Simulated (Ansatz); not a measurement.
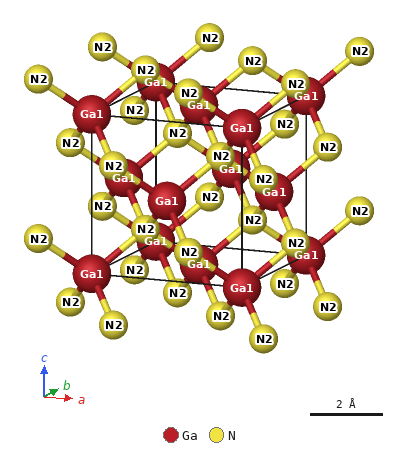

Crystalline GaN (set up in F-43m), before the relaxation. The picture is a ball-and-stick view of the conventional cell (4 times the calculation's cell), seen slightly off an axis. Lengths and directions refer to the drawn axes.

Case: relaxed at 20 GPa.

Method: Ansatz, DFT PBE, scalar-relativistic, plane waves, PAW.

Input file:
```yaml
crystal:
  lattice:
    - [0.0, 2.2742384953, 2.2742384953]
    - [2.2742384953, 0.0, 2.2742384953]
    - [2.2742384953, 2.2742384953, 0.0]
  atoms:
    - { symbol: Ga, position: [0.0, 0.0, 0.0] }
    - { symbol: "N", position: [0.75, 0.75, 0.75] }
basis:
  ecutwfc: 420
kpoints:
  mp_grid: { grid: [10, 10, 10] }
hamiltonian:
  xc: pbe
scf:
  occupations: { method: fixed }
output:
  forces: true
  stress: true
  eigenvalues: true
  write_density: true
  write_potential: true
  elf: true
  volumetric_format: npy
relax:
  adjacent_minimum: "off"
  f_tol: 0.001
  max_steps: 60
  cell: { stress_tol: 0.02, p_target: 20.0 }
```

Run as
```bash
ansatz run input.yaml --threads 1 --pin off --max-ram 3072MiB --backend cpu --events-out ev --progress --plain --runs-dir out
```

**What does the optimiser find from here?**

The atoms keep their places relative to the cell (all moves are under 0.005 Å). Cell: a = b = c 4.548 → 4.408 Å (−3.1 %). Volume −9.0 %. Some distances before and after: Ga1–N2 1.970 → 1.909 Å. The space group stays F-43m (No. 216). The energy rises by 60.7 meV per atom in 5 accepted moves (7 points after the start). With the target pressure of 20 GPa, the enthalpy E + pV changes by −71.5 meV per atom. All forces vanish by symmetry, so only the cell relaxes. Pressure: 0.00 GPa at the start and 19.99 GPa at the end. At 2 points the geometry stayed and the basis and grid were re-selected for the new cell (energy shift of 2.3 meV per atom at most each time).

History of the run:

```tsv
step	E − E(0), meV/atom	pressure, GPa	volume, Å³/atom	note
0	0.00	0.00	11.763	
1	30.00	14.09	10.978	
2	61.48	20.90	10.679	
3	56.67	19.97	10.718	
4	56.84	20.00	10.716	
5	59.14	19.69	10.716	same geometry, new basis
6	60.65	19.99	10.704	
7	60.71	19.99	10.704	same geometry, new basis
```

The end point in the same view:

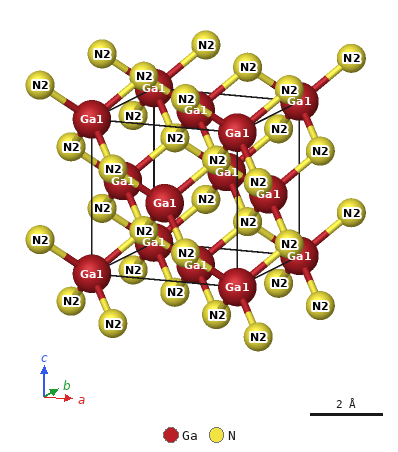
